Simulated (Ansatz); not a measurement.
**Single-point calculation, with input and output: Hf$_{3}$S$_{8}$ (charge −4)**

The run: single-point calculation of Hf$_{3}$S$_{8}$ (defect cell, 11 atoms in the cell, total charge −4). Method and program: DFT PBEsol, scalar-relativistic, plane waves, PAW, no spin polarisation (Ansatz 0.2.0).

The structure derives from a Materials Project entry. Figures and captions count atoms from 1; the log counts them from 0 in places.

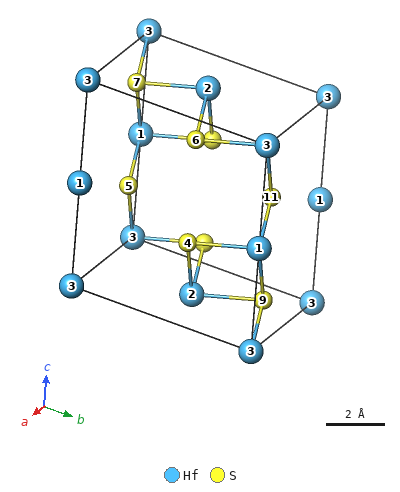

The input geometry (ball-and-stick view of the cell of the calculation, seen slightly off an axis; atoms are numbered from 1 in the order of the input). Near neighbours in the crystal (not all of them lie inside the picture): Hf has 6 S at 2.53 Å; S has 2 Hf at 2.53 Å; S has 3 Hf at 2.53 Å.

### The input
```yaml
crystal:
  lattice:
    - [-1.7964133763, 3.1114792391, -5.9458943926]
    - [-1.7964133763, 3.1114792391, 5.9458943926]
    - [7.185653505, 0.0, 0.0]
  atoms:
    - { symbol: Hf, position: [0.0, 0.0, 0.5] }
    - { symbol: Hf, position: [0.5, 0.5, 0.0] }
    - { symbol: Hf, position: [0.0, 0.0, 0.0] }
    - { symbol: S, position: [0.7885426398, 0.5447906936, 0.3333333333] }
    - { symbol: S, position: [0.2885426398, 0.0447906936, 0.3333333333] }
    - { symbol: S, position: [0.7885426398, 0.5447906936, 0.8333333333] }
    - { symbol: S, position: [0.2885426398, 0.0447906936, 0.8333333333] }
    - { symbol: S, position: [0.2114573602, 0.4552093064, 0.1666666667] }
    - { symbol: S, position: [0.7114573602, 0.9552093064, 0.1666666667] }
    - { symbol: S, position: [0.2114573602, 0.4552093064, 0.6666666667] }
    - { symbol: S, position: [0.7114573602, 0.9552093064, 0.6666666667] }
total_charge: -4
basis:
  ecutwfc: 420
kpoints:
  mp_grid: { grid: [4, 4, 4] }
hamiltonian:
  xc: pbesol
scf:
  occupations: { method: gaussian, width: 0.05 }
output:
  forces: true
  stress: true
  eigenvalues: true
  write_density: true
  write_potential: true
  elf: true
  volumetric_format: npy
```

Run on 4 threads of Intel Xeon (Sapphire Rapids), 64 GiB of memory available, shared host.

Command:
```bash
ansatz run input.yaml --threads 4 --pin off --max-ram 8192MiB --backend cpu --events-out ev --progress --plain --runs-dir out
```

### What the program printed
```
Engine: ansatz 0.2.0, x86_64-unknown-linux-gnu
Pseudopotentials: kind: paw
Pseudopotential: Hf, paw, valence charge 26, recommended cutoff 420 eV (normal), Hf.paw.azcp
Pseudopotential: S, paw, valence charge 6, recommended cutoff 420 eV (normal), S.paw.azcp
Functional definition: PBEsol
  exchange = pbesol_x
  correlation = pbesol_c
Crystal: 11 atoms, lattice volume = 265.877 Å³
Basis set: ecut = 420 eV, 5183 PW (Γ), exchange–correlation on 96×96×100 points (8 copies of the dense FFT grid, shifted against one another)
Bands: 78, of which v1, the nominal top of the filled ones, is band 65 counted from 1 (64 counted from 0)
Symmetry: 4 space group operations
Space group: C2/m (ITA 12), of the structure as read, at distance tolerance 6.4e-5 Å
k-points: 24 of 64
Non-local potential: Hf, projectors of the file, l = 0: 3, l = 1: 2, l = 2: 2, l = 3: 3
Non-local potential: S, projectors of the file, l = 0: 2, l = 1: 2, l = 2: 2
PAW form: soft (Blöchl's): semilocal exchange-correlation on the pseudo side does not see the compensation charge
PAW frozen core: Hf, regenerated for the run's functional, and the local potential with it (the file was generated under x = pbe(κ = 0.804, μ = 0.2195149727645171), c = pbe(β = 0.06672455060314922))
PAW frozen core: S, regenerated for the run's functional, and the local potential with it (the file was generated under x = pbe(κ = 0.804, μ = 0.2195149727645171), c = pbe(β = 0.06672455060314922))
PAW one-centre angular grid: Hf, 590 points (default); XC on 64 Gauss nodes
PAW one-centre angular grid: S, 110 points (default); XC on 64 Gauss nodes
Initial density: superposition of atomic densities (neutral atoms scaled as one to the charged cell's electrons: chi_scale 0, normalization atom), corrected by the library's trained network
Initial wavefunctions: pseudopotential atomic-orbital guess
Functional: x = pbesol(κ = 0.804, μ = 0.12345679012345678), c = pbesol(β = 0.046)
SCF iter   1: F=—  HF=-53890.076652 eV  |F-HF|=—  |Δ(HF+E_count)|=         —  Δρ=1.36e-1  dr2=1.16e2  ethr=1.77e-3  ⟨swp⟩=6.4  Hψ=7902  notcnv=0  defer=27
preconditioner: auto → Resta (q_TF=auto, 2.422 Å⁻¹)  ε∞=6.0  [insulator: Δε(μ)=2.528 eV  Ē_g=11.347 eV  σ=0.050 eV  W_gap=1.00  n_scr=70 (ndim 8)  ℏωp=25.4 eV  f_vac=0.048  D(μ)=0.00/eV (n_scr^D=0)  ε∞_Penn≈6.0]
SCF iter   2: F=—  HF=-53860.946412 eV  |F-HF|=—  |Δ(HF+E_count)|=    2.91e1  Δρ=3.71e-2  dr2=1.32e1  ethr=1.77e-3  ⟨swp⟩=4.2  Hψ=5346  notcnv=0  defer=147
SCF iter   3: F=—  HF=-53855.606547 eV  |F-HF|=—  |Δ(HF+E_count)|=    5.34e0  Δρ=2.14e-2  dr2=1.86e0  ethr=1.77e-3  ⟨swp⟩=3.6  Hψ=4752  notcnv=0  defer=146
SCF iter   4: F=—  HF=-53854.861250 eV  |F-HF|=—  |Δ(HF+E_count)|=   7.45e-1  Δρ=1.07e-2  dr2=4.61e-1  ethr=1.43e-3  ⟨swp⟩=3.8  Hψ=4092  notcnv=0  defer=137
SCF iter   5: F=—  HF=-53855.077688 eV  |F-HF|=—  |Δ(HF+E_count)|=   2.16e-1  Δρ=7.13e-3  dr2=4.70e-1  ethr=3.54e-4  ⟨swp⟩=3.5  Hψ=3697  notcnv=0  defer=138
SCF iter   6: F=—  HF=-53854.987559 eV  |F-HF|=—  |Δ(HF+E_count)|=   9.01e-2  Δρ=1.90e-3  dr2=2.91e-2  ethr=3.54e-4  ⟨swp⟩=3.5  Hψ=2600  notcnv=0  defer=139
SCF iter   7: F=—  HF=-53854.984096 eV  |F-HF|=—  |Δ(HF+E_count)|=   3.46e-3  Δρ=4.71e-4  dr2=2.01e-3  ethr=2.24e-5  ⟨swp⟩=3.0  Hψ=3481  notcnv=0  defer=138
SCF iter   8: F=—  HF=-53854.984356 eV  |F-HF|=—  |Δ(HF+E_count)|=   2.60e-4  Δρ=2.00e-4  dr2=2.00e-4  ethr=1.54e-6  ⟨swp⟩=2.1  Hψ=3345  notcnv=0  defer=137
SCF iter   9: F=—  HF=-53854.984386 eV  |F-HF|=—  |Δ(HF+E_count)|=   2.96e-5  Δρ=1.02e-4  dr2=7.13e-5  ethr=1.54e-7  ⟨swp⟩=2.0  Hψ=2337  notcnv=0  defer=137
SCF iter  10: F=—  HF=-53854.984235 eV  |F-HF|=—  |Δ(HF+E_count)|=   1.50e-4  Δρ=3.20e-5  dr2=4.56e-6  ethr=5.48e-8  ⟨swp⟩=2.0  Hψ=2950  notcnv=0  defer=137
SCF iter  11: F=—  HF=-53854.984232 eV  |F-HF|=—  |Δ(HF+E_count)|=   3.64e-6  Δρ=1.29e-5  dr2=6.22e-7  ethr=3.51e-9  ⟨swp⟩=2.8  Hψ=3287  notcnv=0  defer=137
SCF iter  12: F=-53854.984232 eV  HF=-53854.984232 eV  |F-HF|=5.34e-8  |Δ(HF+E_count)|=   4.46e-7  Δρ=4.54e-6  dr2=8.60e-8  ethr=7.69e-11  ⟨swp⟩=18.7  Hψ=16561  notcnv=0
SCF 1 converged in 12 iterations: F = -53854.984232 eV  dr2 = 8.60e-8
  Residual-converged pass: ⟨swp⟩=1.0  Hψ=1968  notcnv=0  max |occ|·‖R‖ = 7.0e-9 eV (tolerance 1.0e-8 eV)  dr2=8.60e-8  dr2_onsite=2.66e-8  max |Δocc| = 4.7e-20
  greatest PAW one-centre occupation: 0.998 electrons in one spin orbital (limit 2), on the Hf atom at site 2 (counted from 0), in its partial waves of l = 3
```

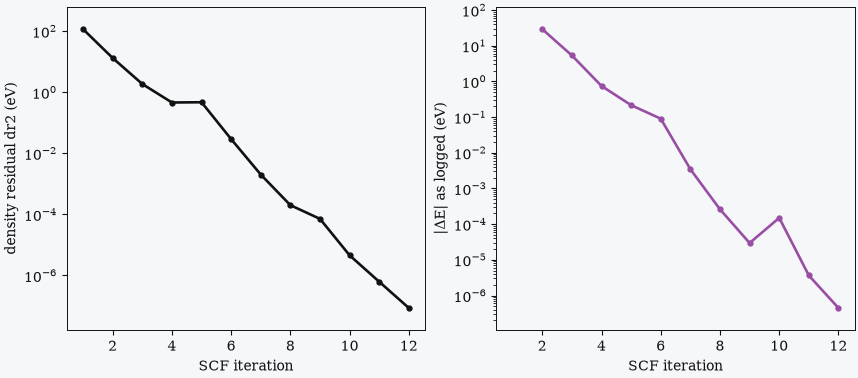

Convergence of the self-consistent field: density residual dr2 and size of the energy change against the SCF iteration. The residual falls almost steadily, with no more than small rises.

```
SCF converged after 12 iterations
Free energy (F): -53854.984232 eV
Harris-Foulkes:  -53854.984232 eV  (|F-HF|=5.34e-8)
Internal energy: -53854.984232 eV  (E = F + TS)
E sigma→0 (E₀):  -53854.984232 eV
Fermi energy:    7.828082 eV
--- Per-component energies (eV) ---
  E_band       = -792.614472
  E_kinetic    = 2172.772813
  E_local      = -26603.734538  (includes V_loc(G=0)·N_el)
  E_nonlocal   = -3479.985854
  E_hartree    = 12222.477089
  E_xc         = -1697.636631
  E_vxc        = -1542.759924  (∫ρ·V_xc dr)
  E_paw        = -25098.008404  (= ΣΔE_a)
  E_vpaw       = 4216.145670  (= ΣTr[D̂ρ^β])
  E_aug_tail   = 0.000009  (compensation charges beyond the density's cutoff)
  E_ewald      = -11375.117586
  E_core_change = 4.248869  (= ΣΔE_core)
  E_smearing   = -0.000000  (= −TS)
  E_closure    = 0.000000  (closes the sum)
  E_deformation_potential = -55.375900  (in the stress; not in F)
  Σ components = -53854.984232   (vs F -53854.984232, Δ=0.00e0)
--- Forces (eV/Å), atoms counted from 1 ---
  atom   1  Hf     0.00000000     0.00000000     0.00000000
  atom   2  Hf     0.00000000     0.00000000     0.00000000
  atom   3  Hf     0.00000000    -0.00000000     0.00000000
  atom   4  S     -0.51071582     0.31582991     0.67676156
  atom   5  S      0.01815882    -0.60020783     0.67676156
  atom   6  S      0.56642463     0.32702541     0.77981967
  atom   7  S     -0.02265175    -0.01307799    -0.17765729
  atom   8  S     -0.56642463    -0.32702541    -0.77981967
  atom   9  S      0.02265175     0.01307799     0.17765729
  atom  10  S      0.51071582    -0.31582991    -0.67676156
  atom  11  S     -0.01815882     0.60020783    -0.67676156
  max |Σ_I F_I| component: 2.22e-16 eV/Å
--- Stress (GPa, compression-positive) ---
       -5.954359       0.135114      -0.104060
        0.135114      -6.110375      -0.060079
       -0.104060      -0.060079      -5.817231
  P = ⅓ Tr σ = -5.9607 GPa (-59.607 kbar)
--- Band table (eV; the first three rows and the last of 24) ---
  k-point 0: bands = ["-54.9215", "-54.8746", "-54.8709", "-23.8105", "-23.6778", "-23.6574", "-23.5574", "-23.5562", "-23.5175", "-23.4624", "-23.4616", "-23.4280", "-6.2369", "-5.3245", "-4.8723", "-4.8666", "-4.8318", "-4.8198", "-4.8174", "-4.8134", "-4.8018", "-4.8001", "-4.7976", "-4.7868", "-4.7780", "-4.7737", "-4.7731", "-4.7720", "-4.7672", "-4.7666", "-4.7556", "-4.7441", "-4.7258", "-4.7209", "-4.7096", "-4.5517", "-4.1938", "-4.0790", "-3.7991", "-3.6487", "-3.6451", "1.8492", "1.9542", "2.0649", "3.2368", "3.3449", "3.4695", "4.1517", "4.2852", "4.3762", "4.6073", "4.6310", "4.6723", "4.7330", "5.0981", "5.9079", "6.1217", "6.1703", "6.3585", "6.4608", "6.6615", "6.8138", "7.4293", "7.5387", "7.5724", "8.0837", "8.1442", "8.3330", "10.2307", "10.2906", "10.3476", "11.0113", "11.0158", "11.0683", "12.1877", "12.2935", "12.3115", "12.5124"]
  k-point 1: bands = ["-54.9215", "-54.8747", "-54.8709", "-23.7883", "-23.6937", "-23.6523", "-23.5497", "-23.5484", "-23.5178", "-23.4785", "-23.4735", "-23.4280", "-6.1052", "-5.3963", "-4.8717", "-4.8658", "-4.8625", "-4.8310", "-4.8193", "-4.8130", "-4.8128", "-4.8028", "-4.7872", "-4.7831", "-4.7799", "-4.7733", "-4.7722", "-4.7681", "-4.7672", "-4.7565", "-4.7483", "-4.7426", "-4.7277", "-4.7097", "-4.6505", "-4.6113", "-4.1764", "-4.1203", "-3.8791", "-3.7311", "-3.6262", "2.1461", "2.1965", "2.4438", "3.2810", "3.4166", "3.4912", "3.9599", "4.1168", "4.3733", "4.4479", "4.6417", "4.7356", "4.8679", "5.3138", "5.5371", "5.6007", "5.9963", "6.0633", "6.1092", "6.3665", "6.7872", "7.0259", "7.4023", "7.5135", "8.3372", "8.6605", "8.7459", "10.1261", "10.3438", "10.4346", "10.6065", "10.7164", "11.0485", "11.8048", "12.1512", "12.7684", "12.9255"]
  k-point 2: bands = ["-54.9214", "-54.8748", "-54.8709", "-23.7416", "-23.7341", "-23.6473", "-23.5392", "-23.5319", "-23.5182", "-23.5021", "-23.4895", "-23.4280", "-5.8971", "-5.5477", "-4.8752", "-4.8748", "-4.8569", "-4.8257", "-4.8222", "-4.8191", "-4.8125", "-4.8088", "-4.7875", "-4.7854", "-4.7807", "-4.7738", "-4.7723", "-4.7705", "-4.7672", "-4.7587", "-4.7574", "-4.7439", "-4.7323", "-4.7097", "-4.6904", "-4.4412", "-4.3857", "-3.9888", "-3.9383", "-3.8722", "-3.6065", "2.4959", "2.5581", "3.1356", "3.2091", "3.2425", "3.5499", "3.8170", "4.0754", "4.3468", "4.5302", "4.5473", "4.6371", "4.8442", "4.9013", "5.3524", "5.3780", "5.5501", "5.7890", "6.1255", "6.2316", "6.5973", "7.0153", "7.0845", "7.5449", "8.3652", "9.5329", "9.6727", "9.7196", "9.7382", "9.9802", "10.4456", "10.6044", "11.0471", "12.0490", "12.1852", "12.5183", "12.8289"]
  k-point 23: bands = ["-54.9214", "-54.8748", "-54.8709", "-23.7417", "-23.7341", "-23.6472", "-23.5392", "-23.5320", "-23.5183", "-23.5021", "-23.4894", "-23.4280", "-5.7502", "-5.5928", "-4.8748", "-4.8614", "-4.8437", "-4.8366", "-4.8191", "-4.8128", "-4.8125", "-4.8056", "-4.7884", "-4.7875", "-4.7858", "-4.7736", "-4.7722", "-4.7696", "-4.7671", "-4.7573", "-4.7508", "-4.7451", "-4.7307", "-4.7098", "-4.6940", "-4.3495", "-4.3274", "-4.1514", "-4.1197", "-3.8180", "-3.7350", "2.5206", "2.8658", "2.9985", "3.5254", "3.5910", "3.6384", "3.8391", "3.9854", "4.2523", "4.4854", "4.5572", "4.7781", "4.8114", "4.8511", "4.9043", "5.3490", "5.7854", "5.8879", "6.0948", "6.2004", "6.3986", "6.6302", "6.7823", "7.2519", "8.3287", "9.5330", "9.7230", "10.0448", "10.1446", "10.2465", "10.5316", "10.9694", "11.0354", "11.6094", "12.0358", "12.0520", "12.6061"]
```

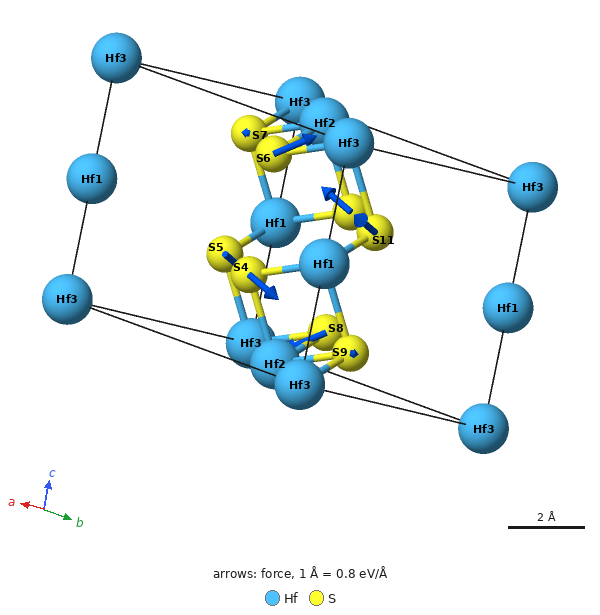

Forces on the atoms as blue arrows (ball-and-stick view of the cell of the calculation, seen at an oblique angle; atoms are numbered from 1 in the order of the input). The largest act on S6, S8 (1.02 eV/Å); S4, S5, S10, S11 (0.90 eV/Å). The geometry is not a stationary point of this energy.

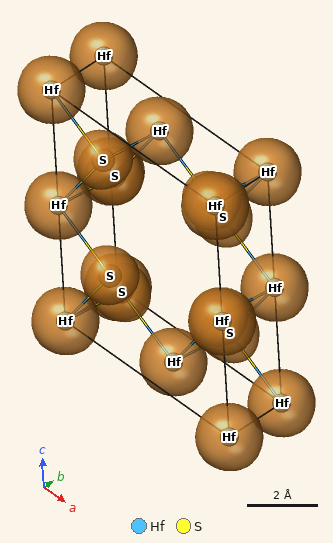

Isosurface of the valence pseudo-density at 0.8 e/Å³ (orange), seen slightly off an axis. Sticks mark near contacts. The outline is the calculation cell. At this value the density breaks into separate islands; it holds about 65 % of the electrons treated as valence (semicore included). It is pinched off along the Hf–S (2.53 Å) contacts. On the grid the lowest density along these lines, outside the cores, is 0.48 e/Å³ (Hf–S, 2.53 Å). Core electrons are frozen (PAW), so the fields are smoothed inside the atomic spheres.

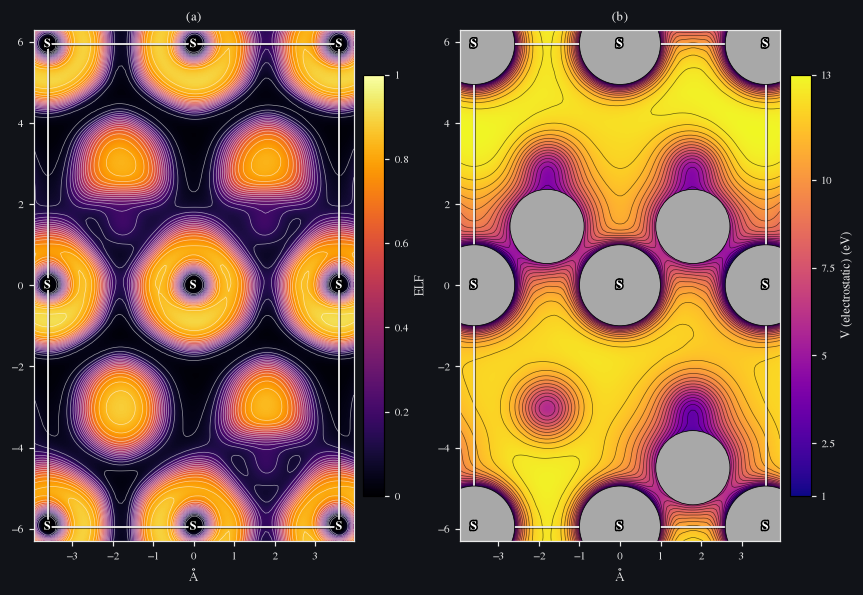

(a) ELF; (b) electrostatic potential energy of an electron on the (110) plane of the calculation cell. Grey discs, where drawn, cover atomic cores. The section cuts through S sites. Outside the cores the potential energy rises away from the atoms and is highest about 2.1 Å from the nearest atoms; outside the discs it spans about 11 eV, and its zero is arbitrary.

### Key numbers

- outcome: converged
- electrons treated: 130
- free energy: −53854.9842 eV
- Fermi energy: 7.828 eV
- gap on the k-point mesh: 0.51 eV
- pressure: −5.96 GPa
- largest force (length of the vector): 1.018 eV/Å
- wall time: 11 s (CPU time 38 s)
- peak memory: 1.1 GiB

Spin–orbit coupling is left out, which matters for Hf.
